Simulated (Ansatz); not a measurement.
Geometry relaxation of Al6N (part 2 of 3)

Continued. System: Al6N (slab, 14 atoms in the cell). Method: DFT PBE, scalar-relativistic, plane waves, PAW, PAW set soft_1, no spin polarisation (Ansatz 0.2.0); cutoff 420 eV, 6×6×1 k-mesh, Gaussian smearing of 0.1 eV. The structure derives from an entry of the Crystallography Open Database. The input holds or restrains some coordinates. Forces given for the steps count only the free coordinates.

Geometry of the input (Å; fractional positions):
```
5.7135  0.0000  0.0000
-2.8568  4.9481  0.0000
0.0000  0.0000  21.2014
Al 0.3333  0.1667  0.1887
Al 0.3333  0.6667  0.1887
Al 0.8333  0.1667  0.1887
Al 0.8333  0.6667  0.1887
Al 0.1667  0.3333  0.2972
Al 0.1667  0.8333  0.2972
Al 0.6667  0.3333  0.2972
Al 0.6667  0.8333  0.2972
Al 0.0000  0.0000  0.4057
Al -0.0000  0.5000  0.4057
Al 0.5000  0.0000  0.4057
Al 0.5000  0.5000  0.4057
N  -0.0000  0.0833  0.5415
N  -0.0000  0.0833  0.5934
```

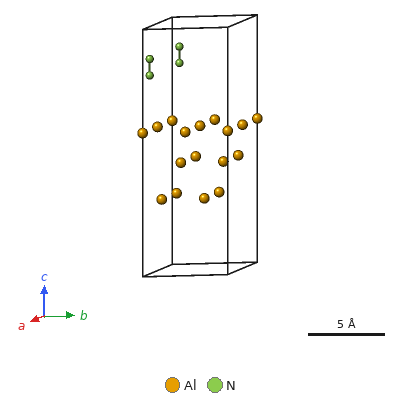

**Figure 1.** The geometry at step 6 of the log (ball-and-stick view of the cell of the calculation, with the vacuum cut short, seen slightly off an axis).

Log, continued
```
SCF iter   1: F=—  HF=-7215.232172 eV  |F-HF|=—  |Δ(HF+E_count)|=         —  Δρ=1.98e-2  dr2=5.35e-1  ethr=1.14e-3  p=0.009 e·Å  D=2.83e-3 V/Å  ΔV_dip=-0.06 eV  dr2_dipole=2.48e-3  V_vac-E_F(+/−)=3.88/3.94 eV  ⟨swp⟩=1.1  Hψ=3379  notcnv=0  defer=54
efield: sawtooth ramp at fractional position 0.8710 (handed on by an earlier solve), width 0.0400; the density the first Hamiltonian is built on has a dipole p = 0.009 e·Å; the dipole correction subtracts the counter field D = 2.83e-3 V/Å, which shifts the + side's vacuum level by -0.06 eV against the − side's; the planar-averaged density in the ramp window peaks in size at 3.5e-6 e/Å³
preconditioner: auto → LDOS  [metal: Δε(μ)=0.052 eV  Ē_g=6.785 eV  σ=0.100 eV  W_gap=0.28  n_scr=66 (ndim 8)  ℏωp=10.1 eV  f_vac=0.488  D(μ)=6.46/eV (n_scr^D=26)  β→1.0]
SCF iter   2: F=—  HF=-7215.480846 eV  |F-HF|=—  |Δ(HF+E_count)|=   2.49e-1  Δρ=1.48e-2  dr2=1.43e0  ethr=1.14e-3  p=-0.063 e·Å  D=-1.91e-2 V/Å  ΔV_dip=0.41 eV  dr2_dipole=2.17e-2  V_vac-E_F(+/−)=4.34/3.93 eV  ⟨swp⟩=3.0  Hψ=1457  notcnv=0  defer=54  recentre
SCF iter   3: F=—  HF=-7215.268961 eV  |F-HF|=—  |Δ(HF+E_count)|=   2.12e-1  Δρ=1.00e-2  dr2=4.11e-1  ethr=1.14e-3  p=0.033 e·Å  D=9.96e-3 V/Å  ΔV_dip=-0.21 eV  dr2_dipole=6.57e-3  V_vac-E_F(+/−)=3.72/3.94 eV  ⟨swp⟩=2.9  Hψ=1570  notcnv=0  defer=61
SCF iter   4: F=—  HF=-7215.199036 eV  |F-HF|=—  |Δ(HF+E_count)|=   6.99e-2  Δρ=4.16e-4  dr2=3.63e-4  ethr=8.94e-4  p=0.004 e·Å  D=1.21e-3 V/Å  ΔV_dip=-0.03 eV  dr2_dipole=4.68e-7  V_vac-E_F(+/−)=3.91/3.93 eV  ⟨swp⟩=2.0  Hψ=1255  notcnv=0  defer=67
SCF iter   5: F=—  HF=-7215.199095 eV  |F-HF|=—  |Δ(HF+E_count)|=   5.99e-5  Δρ=1.11e-4  dr2=2.81e-5  ethr=7.88e-7  p=0.005 e·Å  D=1.40e-3 V/Å  ΔV_dip=-0.03 eV  dr2_dipole=3.44e-7  V_vac-E_F(+/−)=3.90/3.93 eV  ⟨swp⟩=2.1  Hψ=923  notcnv=0  defer=77
SCF iter   6: F=-7215.199102 eV  HF=-7215.199103 eV  |F-HF|=7.37e-7  |Δ(HF+E_count)|=   7.48e-6  Δρ=1.70e-5  dr2=1.90e-6  ethr=5.87e-8  p=0.005 e·Å  D=1.60e-3 V/Å  ΔV_dip=-0.03 eV  dr2_dipole=1.65e-7  V_vac-E_F(+/−)=3.90/3.93 eV  ⟨swp⟩=25.7  Hψ=8108  notcnv=0
SCF 2 converged in 6 iterations: F = -7215.199102 eV  dr2 = 1.90e-6
[... from here on the iterations of each SCF are left out, up to the last one ...]
relax step   2: F+E_penalty+E_count = -7215.19910223 eV  Δ(F+E_penalty+E_count) = -4.008e-2 eV  max|allowed force component| = 2.316e-1 eV/Å  Δτ_max = 0.1949 Å  (6 SCF iters, dr2 threshold 2.70e-5 eV, accepted)
efield: sawtooth ramp at fractional position 0.8710 (handed on by an earlier solve), width 0.0400; the density the first Hamiltonian is built on has a dipole p = 0.005 e·Å; the dipole correction subtracts the counter field D = 1.60e-3 V/Å, which shifts the + side's vacuum level by -0.03 eV against the − side's; the planar-averaged density in the ramp window peaks in size at 4.1e-6 e/Å³
preconditioner: auto → LDOS  [metal: Δε(μ)=0.060 eV  Ē_g=6.783 eV  σ=0.100 eV  W_gap=0.32  n_scr=66 (ndim 8)  ℏωp=10.1 eV  f_vac=0.485  D(μ)=6.35/eV (n_scr^D=26)  β→1.0]
SCF 3 converged in 8 iterations: F = -7215.224835 eV  dr2 = 3.56e-8
relax step   3: F+E_penalty+E_count = -7215.22483454 eV  Δ(F+E_penalty+E_count) = -2.573e-2 eV  max|allowed force component| = 1.034e-1 eV/Å  Δτ_max = 0.1948 Å  (8 SCF iters, dr2 threshold 3.35e-6 eV, accepted)
efield: sawtooth ramp at fractional position 0.8710 (handed on by an earlier solve), width 0.0400; the density the first Hamiltonian is built on has a dipole p = 0.003 e·Å; the dipole correction subtracts the counter field D = 8.62e-4 V/Å, which shifts the + side's vacuum level by -0.02 eV against the − side's; the planar-averaged density in the ramp window peaks in size at 3.3e-6 e/Å³
preconditioner: auto → LDOS  [metal: Δε(μ)=0.063 eV  Ē_g=6.780 eV  σ=0.100 eV  W_gap=0.34  n_scr=66 (ndim 8)  ℏωp=10.1 eV  f_vac=0.482  D(μ)=6.29/eV (n_scr^D=26)  β→1.0]
SCF 4 converged in 7 iterations: F = -7215.240145 eV  dr2 = 3.89e-7
relax step   4: F+E_penalty+E_count = -7215.24014491 eV  Δ(F+E_penalty+E_count) = -1.531e-2 eV  max|allowed force component| = 6.146e-2 eV/Å  Δτ_max = 0.1949 Å  (7 SCF iters, dr2 threshold 1.33e-6 eV, accepted)
efield: sawtooth ramp at fractional position 0.8710 (handed on by an earlier solve), width 0.0400; the density the first Hamiltonian is built on has a dipole p = 0.001 e·Å; the dipole correction subtracts the counter field D = 2.99e-4 V/Å, which shifts the + side's vacuum level by -0.01 eV against the − side's; the planar-averaged density in the ramp window peaks in size at 3.7e-6 e/Å³
preconditioner: auto → LDOS  [metal: Δε(μ)=0.066 eV  Ē_g=6.777 eV  σ=0.100 eV  W_gap=0.35  n_scr=66 (ndim 8)  ℏωp=10.1 eV  f_vac=0.480  D(μ)=6.26/eV (n_scr^D=26)  β→1.0]
SCF 5 converged in 7 iterations: F = -7215.248418 eV  dr2 = 1.99e-7
relax step   5: F+E_penalty+E_count = -7215.24841770 eV  Δ(F+E_penalty+E_count) = -8.273e-3 eV  max|allowed force component| = 3.515e-2 eV/Å  Δτ_max = 0.1949 Å  (7 SCF iters, dr2 threshold 7.53e-7 eV, accepted)
efield: sawtooth ramp at fractional position 0.8710 (handed on by an earlier solve), width 0.0400; the density the first Hamiltonian is built on has a dipole p = -0.000 e·Å; the dipole correction subtracts the counter field D = -1.27e-4 V/Å, which shifts the + side's vacuum level by +0.00 eV against the − side's; the planar-averaged density in the ramp window peaks in size at 3.9e-6 e/Å³
preconditioner: auto → LDOS  [metal: Δε(μ)=0.067 eV  Ē_g=6.774 eV  σ=0.100 eV  W_gap=0.36  n_scr=66 (ndim 8)  ℏωp=10.1 eV  f_vac=0.478  D(μ)=6.24/eV (n_scr^D=26)  β→1.0]
SCF 6 converged in 8 iterations: F = -7215.252216 eV  dr2 = 2.52e-8
relax step   6: F+E_penalty+E_count = -7215.25221591 eV  Δ(F+E_penalty+E_count) = -3.798e-3 eV  max|allowed force component| = 1.339e-2 eV/Å  Δτ_max = 0.1930 Å  (8 SCF iters, accepted)
efield: sawtooth ramp at fractional position 0.8710 (handed on by an earlier solve), width 0.0400; the density the first Hamiltonian is built on has a dipole p = -0.001 e·Å; the dipole correction subtracts the counter field D = -3.96e-4 V/Å, which shifts the + side's vacuum level by +0.01 eV against the − side's; the planar-averaged density in the ramp window peaks in size at 3.4e-6 e/Å³
preconditioner: auto → LDOS  [metal: Δε(μ)=0.067 eV  Ē_g=6.769 eV  σ=0.100 eV  W_gap=0.36  n_scr=66 (ndim 8)  ℏωp=10.1 eV  f_vac=0.477  D(μ)=6.23/eV (n_scr^D=26)  β→1.0]
SCF 7 converged in 9 iterations: F = -7215.253244 eV  dr2 = 9.61e-10
relax step   7: F+E_penalty+E_count = -7215.25324403 eV  Δ(F+E_penalty+E_count) = -1.028e-3 eV  max|allowed force component| = 3.801e-3 eV/Å  Δτ_max = 0.1334 Å  (9 SCF iters, accepted)
efield: sawtooth ramp at fractional position 0.8710 (handed on by an earlier solve), width 0.0400; the density the first Hamiltonian is built on has a dipole p = -0.002 e·Å; the dipole correction subtracts the counter field D = -5.06e-4 V/Å, which shifts the + side's vacuum level by +0.01 eV against the − side's; the planar-averaged density in the ramp window peaks in size at 3.2e-6 e/Å³
preconditioner: auto → LDOS  [metal: Δε(μ)=0.068 eV  Ē_g=6.765 eV  σ=0.100 eV  W_gap=0.36  n_scr=66 (ndim 8)  ℏωp=10.1 eV  f_vac=0.477  D(μ)=6.23/eV (n_scr^D=26)  β→1.0]
SCF 8 converged in 10 iterations: F = -7215.253435 eV  dr2 = 1.16e-10
relax step   8: F+E_penalty+E_count = -7215.25343502 eV  Δ(F+E_penalty+E_count) = -1.910e-4 eV  max|allowed force component| = 1.501e-3 eV/Å  Δτ_max = 0.0735 Å  (10 SCF iters, accepted)
SCF iter   1: F=—  HF=-7215.254525 eV  |F-HF|=—  |Δ(HF+E_count)|=         —  Δρ=3.14e-3  dr2=1.25e-2  ethr=2.56e-4  p=-0.002 e·Å  D=-5.45e-4 V/Å  ΔV_dip=0.01 eV  dr2_dipole=3.17e-5  V_vac-E_F(+/−)=3.93/3.92 eV  ⟨swp⟩=2.0  Hψ=1612  notcnv=0  defer=35
efield: sawtooth ramp at fractional position 0.8710 (handed on by an earlier solve), width 0.0400; the density the first Hamiltonian is built on has a dipole p = -0.002 e·Å; the dipole correction subtracts the counter field D = -5.45e-4 V/Å, which shifts the + side's vacuum level by +0.01 eV against the − side's; the planar-averaged density in the ramp window peaks in size at 3.3e-6 e/Å³
preconditioner: auto → LDOS  [metal: Δε(μ)=0.068 eV  Ē_g=6.764 eV  σ=0.100 eV  W_gap=0.36  n_scr=66 (ndim 8)  ℏωp=10.1 eV  f_vac=0.477  D(μ)=6.23/eV (n_scr^D=26)  β→1.0]
SCF iter   2: F=—  HF=-7215.261047 eV  |F-HF|=—  |Δ(HF+E_count)|=   6.52e-3  Δρ=2.47e-3  dr2=3.97e-2  ethr=2.72e-5  p=-0.015 e·Å  D=-4.62e-3 V/Å  ΔV_dip=0.10 eV  dr2_dipole=6.08e-4  V_vac-E_F(+/−)=4.01/3.92 eV  ⟨swp⟩=2.0  Hψ=1371  notcnv=0  defer=44  recentre
SCF iter   3: F=—  HF=-7215.255525 eV  |F-HF|=—  |Δ(HF+E_count)|=   5.52e-3  Δρ=1.75e-3  dr2=1.27e-2  ethr=2.72e-5  p=0.004 e·Å  D=1.26e-3 V/Å  ΔV_dip=-0.03 eV  dr2_dipole=2.07e-4  V_vac-E_F(+/−)=3.89/3.92 eV  ⟨swp⟩=2.1  Hψ=1171  notcnv=0  defer=44
SCF iter   4: F=—  HF=-7215.253403 eV  |F-HF|=—  |Δ(HF+E_count)|=   2.12e-3  Δρ=7.92e-5  dr2=9.05e-6  ethr=2.72e-5  p=-0.002 e·Å  D=-6.47e-4 V/Å  ΔV_dip=0.01 eV  dr2_dipole=2.27e-7  V_vac-E_F(+/−)=3.93/3.92 eV  ⟨swp⟩=2.0  Hψ=805  notcnv=0  defer=44
SCF iter   5: F=—  HF=-7215.253453 eV  |F-HF|=—  |Δ(HF+E_count)|=   5.00e-5  Δρ=1.06e-5  dr2=2.56e-7  ethr=1.97e-8  p=-0.002 e·Å  D=-5.79e-4 V/Å  ΔV_dip=0.01 eV  dr2_dipole=1.30e-8  V_vac-E_F(+/−)=3.93/3.91 eV  ⟨swp⟩=2.1  Hψ=888  notcnv=0  defer=44
iter 6 did not close the SCF: its close was put off until two iterations running show no level that it waits for move by more than its bar (scf_convergence_deferred on its scf_iter line)
SCF iter   6: F=-7215.253453 eV  HF=-7215.253453 eV  |F-HF|=1.85e-8  |Δ(HF+E_count)|=   7.50e-8  Δρ=1.43e-6  dr2=2.33e-8  ethr=2.17e-10  p=-0.002 e·Å  D=-5.57e-4 V/Å  ΔV_dip=0.01 eV  dr2_dipole=4.55e-9  V_vac-E_F(+/−)=3.93/3.91 eV  ⟨swp⟩=17.5  Hψ=6292  notcnv=0
iter 7 did not close the SCF: its close was put off until two iterations running show no level that it waits for move by more than its bar (scf_convergence_deferred on its scf_iter line)
SCF iter   7: F=-7215.253453 eV  HF=-7215.253453 eV  |F-HF|=2.77e-9  |Δ(HF+E_count)|=   2.23e-9  Δρ=4.03e-7  dr2=3.00e-9  ethr=5.07e-11  p=-0.002 e·Å  D=-5.56e-4 V/Å  ΔV_dip=0.01 eV  dr2_dipole=9.40e-10  V_vac-E_F(+/−)=3.93/3.91 eV  ⟨swp⟩=7.2  Hψ=4400  notcnv=0
SCF iter   8: F=-7215.253453 eV  HF=-7215.253453 eV  |F-HF|=4.50e-10  |Δ(HF+E_count)|=  3.12e-10  Δρ=1.16e-7  dr2=4.60e-10  ethr=6.53e-12  p=-0.002 e·Å  D=-5.57e-4 V/Å  ΔV_dip=0.01 eV  dr2_dipole=1.08e-10  V_vac-E_F(+/−)=3.93/3.91 eV  ⟨swp⟩=6.5  Hψ=3993  notcnv=0
SCF 9 converged in 8 iterations: F = -7215.253453 eV  dr2 = 4.60e-10
relax step   9: F+E_penalty+E_count = -7215.25345273 eV  Δ(F+E_penalty+E_count) = -1.771e-5 eV  max|allowed force component| = 1.009e-4 eV/Å  Δτ_max = 0.0274 Å  (8 SCF iters, accepted)
WARN: The output density's exchange-correlation potential varies sharply where the density is thin. Do not read a vacuum level from v_tot or v_xc, or from such a field of the output density. On a cell that repeats whose density bears no net charge and no dipole along the vacuum's axis use v_es (v_loc + v_h of the components); under efield.dipole_correction with no amplitude use v_es + v_field, which holds any external_charges[].barrier, or the levels of the report's work_function block, which leave it out; under a non-zero efield.amplitude the vacuum is tilted and has no level; on a cell that repeats and bears such a dipole with no correction it is tilted too, and efield.dipole_correction with no amplitude gives each side of its ramp a level where efield: is served; in a cell that repeats whose density bears a net charge (total_charge, or a fill off its count) it is curved and has none; of a slab under crystal.periodic whose density bears no net charge use v_es, which has a level on each side, short of where the two are joined; of another it falls or rises all the way out and has none; of a slab beside external_charges read slab_vacuum_level instead, which it has where they leave it neutral. The grid or the basis barely resolves most such structure, and the values can differ between equally converged runs; as a rule a tighter scf.convergence.dr2_threshold does not remove it. Where the density itself ripples (under the LDA too) a higher basis.ecutwfc lessens it. The files hold the spikes' plane waves up to the density's cutoff. Files: v_tot_of_output_density and the like, and their columns of v_z.tsv (output.write_potential); v_xc_of_output_density and the like, and their columns of v_comp_z.tsv (output.write_potential_components). Measured: with its Gaussian average of σ = 0.25 Å subtracted twice, the exchange-correlation potential is over 0.1 eV at 6177 of the grid points where the equally averaged density (valence and model cores) is under 1e-3 e/Å³, and 1.70 eV at the most among them, at an averaged density of 1.1e-4 e/Å³. The input density's (outcome.potential() and, of a run that writes arrays, v_tot and v_xc) is over 0.1 eV, so measured, at 6175 points of its own thin density, 1.70 eV at the most. See output.write_potential in the manual, Limitations
SCF converged after 8 iterations
Free energy (F): -7215.253453 eV
Harris-Foulkes:  -7215.253453 eV  (|F-HF|=4.50e-10)
Internal energy: -7215.222302 eV  (E = F + TS)
E sigma→0 (E₀):  -7215.237877 eV
Entropy (-TS):   -0.031151 eV (-2.225 meV/atom)
Fermi energy:    0.398558 eV
Dipole field:    D = -0.000565 V/Å  (p = -0.001870 e·Å, saw-weighted, corrected)
Work function:   Φ+ = 3.9268 eV   Φ− = 3.9148 eV
Levels:          The Fermi level and band energies are counted from a zero that moves with the ramp; work functions are not
--- Per-component energies (eV) ---
  E_band       = -241.295958
  E_kinetic    = 503.256330
  E_local      = -6326.816747  (includes V_loc(G=0)·N_el)
  E_nonlocal   = 196.077705
  E_hartree    = 2975.726333
  E_xc         = -557.844753
  E_vxc        = -482.336514  (∫ρ·V_xc dr)
  E_paw        = -5888.978893  (= ΣΔE_a)
  E_vpaw       = -82.918566  (= ΣTr[D̂ρ^β])
  E_aug_tail   = 0.001611  (compensation charges beyond the density's cutoff)
  E_efield     = 0.000001  (sawtooth field / dipole correction)
  E_vefield    = -0.012530  (∫n·V_field dr)
  E_ewald      = 1883.356112
  E_smearing   = -0.031151  (= −TS)
  E_closure    = -0.000000  (closes the sum)
  Σ components = -7215.253453   (vs F -7215.253453, Δ=0.00e0)
```
